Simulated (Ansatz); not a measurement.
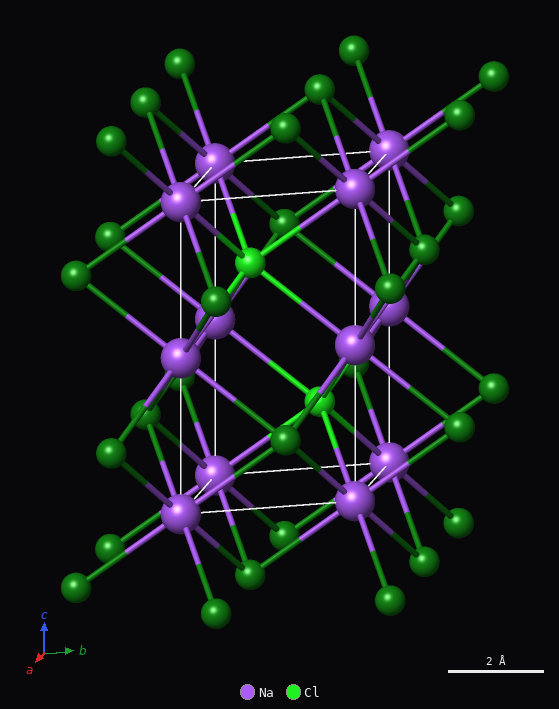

An orthographic ball-and-stick view of the structure, slightly off an axis. One conventional unit cell is framed, with atoms on its boundary repeated. Bonds that leave the box are completed with the atoms at their other ends, in fainter colours.

NaCl, nickel arsenide (NiAs) type, space group P6_3/mmc (No. 194), a = 3.892 Å, b = 3.892 Å, c = 6.737 Å, α = 90.00°, β = 90.00°, γ = 120.00°. The cell started as a structure type filled with these elements by a generator (whether the compound takes this form wasn't checked). Earlier steps of the study may have refined or changed the cell and positions. A calculation with Ansatz used it as input.

This one geometry was computed with Ansatz (DFT, plane waves, PAW) at six levels of theory: dielectric-dependent PBE0 (fraction 1/eps_inf of PBE), Hartree-Fock, r2SCAN0, LDA, PBE and PBE0. It was relaxed beforehand with r2SCAN.

**Which level gives the highest pressure at this volume, and what does that say about its equilibrium volume?**

Highest: Hartree-Fock (2.4 GPa), which points to the largest equilibrium volume. Lowest, with the smallest volume: LDA (-2.0 GPa). Levels within 0.5 GPa of each other can't be told apart.

**How does the band gap change with the level of theory?**

LDA: a gap of 4.65 eV, direct; PBE: a gap of 5.07 eV, direct; PBE0: a gap of 7.17 eV, direct; r2SCAN0: a gap of 7.62 eV, direct; dielectric-dependent PBE0 (fraction 1/eps_inf of PBE): a gap of 8.43 eV, direct; Hartree-Fock: a gap of 13.73 eV, direct.

**Collect the results in a table.**

| level | cutoff (eV) | k-mesh of the run's cell | gap (eV) | pressure (GPa) |
| --- | --- | --- | --- | --- |
| dielectric-dependent PBE0 (fraction 1/eps_inf of PBE) | 420 | 6×6×4 | 8.43 | 0.2 |
| Hartree-Fock | 420 | 6×6×4 | 13.73 | 2.4 |
| r2SCAN0 | 500 | 6×6×4 | 7.62 | -0.2 |
| LDA | 420 | 12×12×4 | 4.65 | -2.0 |
| PBE | 420 | 12×12×4 | 5.07 | 1.3 |
| PBE0 | 420 | 6×6×4 | 7.17 | 0.6 |

Gaps are taken on the k-mesh or band path of each run.
